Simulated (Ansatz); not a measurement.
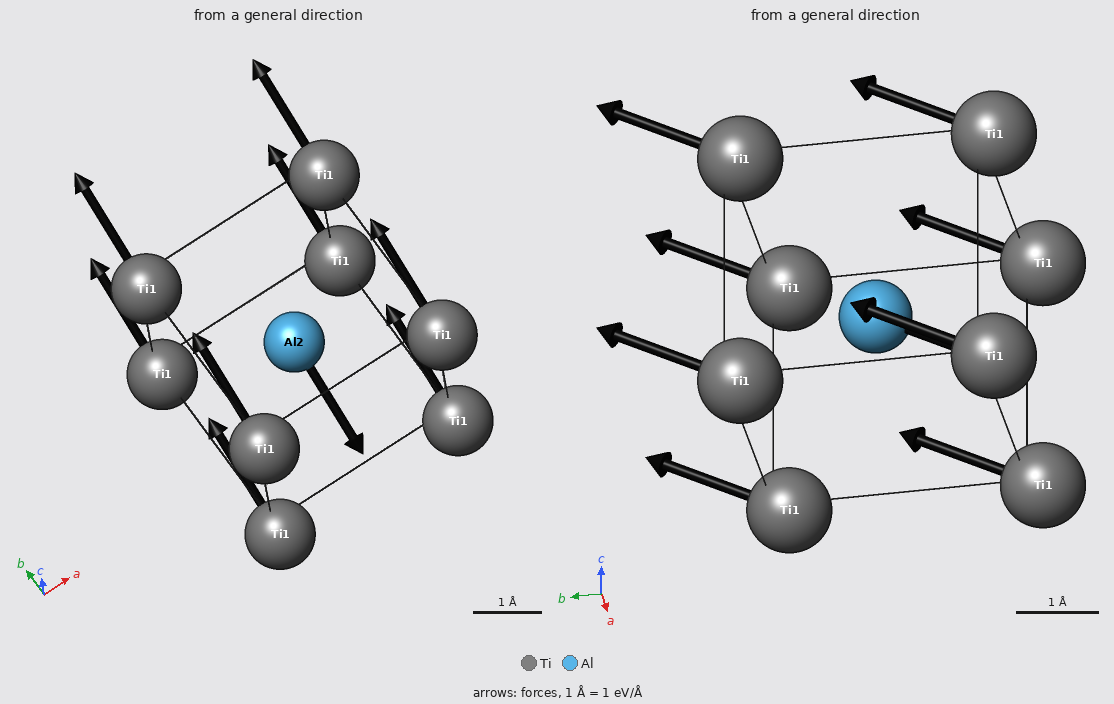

View from two general directions, drawn as a spheres-only model. The wireframe shows the simulation cell. The arrows are the computed forces on the atoms.

System: TiAl. All computed values are from DFT r2SCAN, scalar-relativistic, plane waves, PAW in Ansatz. Settings: E_cut = 500 eV, k-point mesh 16×16×16, Gaussian smearing of 0.15 eV, no spin polarisation.

Question: Has this structure been optimised to equilibrium?

Answer: No. The atoms still feel forces of up to about 1.6 eV/Å, far above a usual threshold of 0.01 to 0.03 eV/Å.

Question: Name the atom under the greatest force.

Answer: Ti1 and Al2, about 1.6 eV/Å.

It goes back to a structure listed in the Materials Project. The cell was then strained or its atoms displaced on purpose. It was the input of a calculation with Ansatz.
